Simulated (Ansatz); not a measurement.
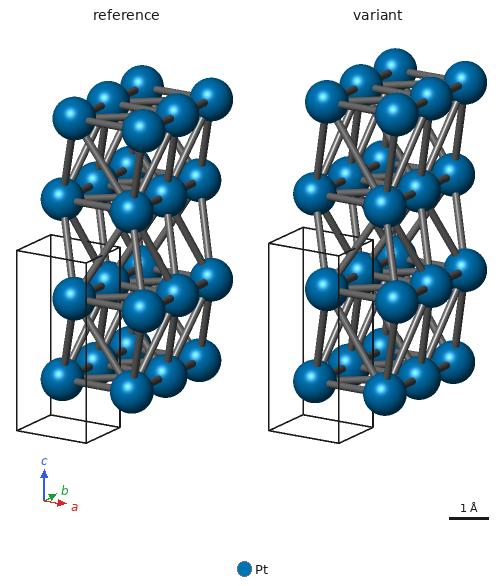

Left: a symmetric starting cell of Pt. Right: the same structure after one change, at the same scale. The picture is a ball-and-stick view of the cell of the calculation, repeated 2 × 3 × 2 with one cell outlined, seen slightly off an axis.

Computed with DFT PBEsol, scalar-relativistic, plane waves, PAW in Ansatz 0.2.0. (plane-wave cutoff 420 eV; k-point mesh 18 × 18 × 10; occupations gaussian; smearing width 0.1 eV; no spin polarisation)

> What was changed?

The cell is strained by +4.0 % along c and +1.0 % across it (volume +6.2 %) and atoms are displaced by 0.10 Å relative to the cell. No relaxation follows. The starting cell wasn't computed here and needn't be at equilibrium, so pressure and forces aren't due to the change alone.

> How do the computed properties respond?

The pressure is −17.4 GPa (not all of it need come from the change, since the unchanged cell can be under pressure at this level too). The principal stresses (compression positive) are −16.0 GPa along c and −18.0 GPa across it. The largest forces, 1.2 eV/Å, act on 2 Pt atoms of the calculation's cell. The forces point straight back along the displacements (cosine −1.00). Some distances before and after: Pt–Pt 2.878 → 2.795 to 3.144 Å, Pt–Pt 2.761 → 2.789 Å. The space group (tolerance 0.01 Å) goes from P6_3/mmc (No. 194) to P-3m1 (No. 164).
